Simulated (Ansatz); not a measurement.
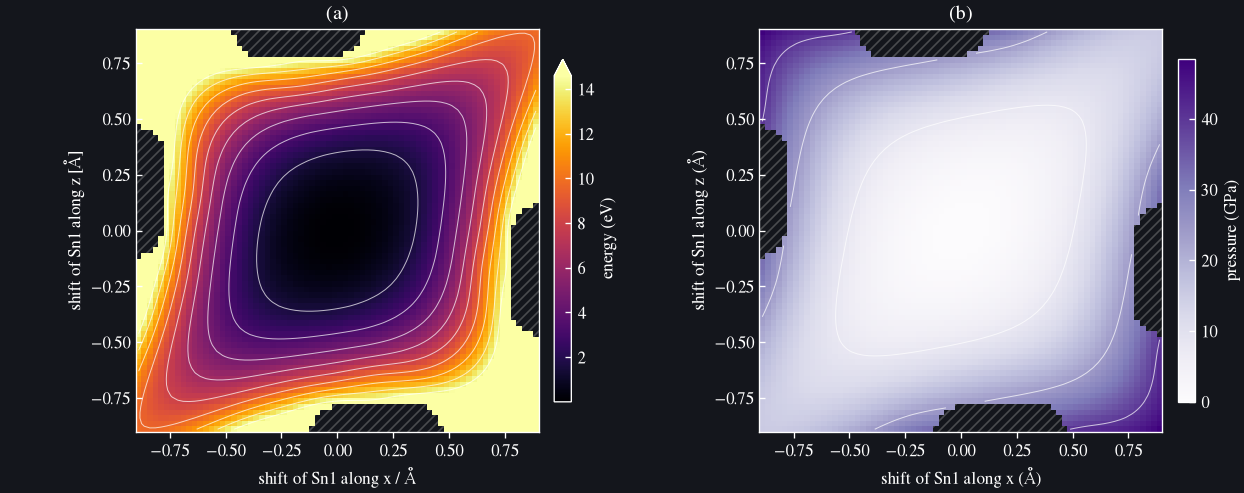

SnO₂ (Fd-3m, No. 227; 12 atoms in the cell). One atom moved over a plane, all else fixed (x, y and z along the cube axes). Coordinates scanned: (1) shift of Sn1 along x; (2) shift of Sn1 along z. Nothing is relaxed (all other atoms fixed). Grid: 11 × 11 points; 33 points were computed and 76 follow by symmetry. At 12 points there is no value (left out of the scan, as a rule where atoms come close). Energies: eV per cell, counted from the lowest grid point. The band gap closes in part of the range. Computed with Ansatz, DFT PBE, scalar-relativistic, plane waves, PAW. Settings: cutoff 420 eV, k-mesh 6×6×6, gaussian smearing 0.05 eV, no spin polarisation.

Panel (a) is the energy and panel (b) the computed pressure on the same grid.

Drawn: a smooth colour map with a few white contour lines, one colour for all values above the top of the scale, hatched blanks where no value was computed. Between grid points the surface is interpolated.

How does the pressure vary over the map, and what is it at the lowest grid point?

Leaving out the highest fifth of the energies, it runs from 0.0 GPa at shift of Sn1 along x = 0.000 Å, shift of Sn1 along z = 0.000 Å to 27.1 GPa at shift of Sn1 along x = −0.712 Å, shift of Sn1 along z = 0.534 Å. At the lowest grid point, shift of Sn1 along x = 0.000 Å, shift of Sn1 along z = 0.000 Å, it is 0.0 GPa.

```tsv
shift of Sn1 along z ↓, shift of Sn1 along x →	−0.890	−0.712	−0.534	−0.356	−0.178	0.000	0.178	0.356	0.534	0.712	0.890
0.890	48.4	42.8	40.9	–	–	–	31.3	25.1	19.6	16.1	15.4
0.712	42.8	32.9	27.1	23.7	21.3	19.0	16.4	13.8	12.2	12.6	16.1
0.534	40.9	27.1	18.9	14.0	11.1	9.2	7.8	7.2	8.3	12.2	19.6
0.356	–	23.7	14.0	8.1	5.0	3.5	3.0	4.0	7.2	13.8	25.1
0.178	–	21.3	11.1	5.0	1.9	0.8	1.0	3.0	7.8	16.4	31.3
0.000	–	19.0	9.2	3.5	0.8	0.0	0.8	3.5	9.2	19.0	–
−0.178	31.3	16.4	7.8	3.0	1.0	0.8	1.9	5.0	11.1	21.3	–
−0.356	25.1	13.8	7.2	4.0	3.0	3.5	5.0	8.1	14.0	23.7	–
−0.534	19.6	12.2	8.3	7.2	7.8	9.2	11.1	14.0	18.9	27.1	40.9
−0.712	16.1	12.6	12.2	13.8	16.4	19.0	21.3	23.7	27.1	32.9	42.8
−0.890	15.4	16.1	19.6	25.1	31.3	–	–	–	40.9	42.8	48.4
```

PAW datasets: the set soft_1.
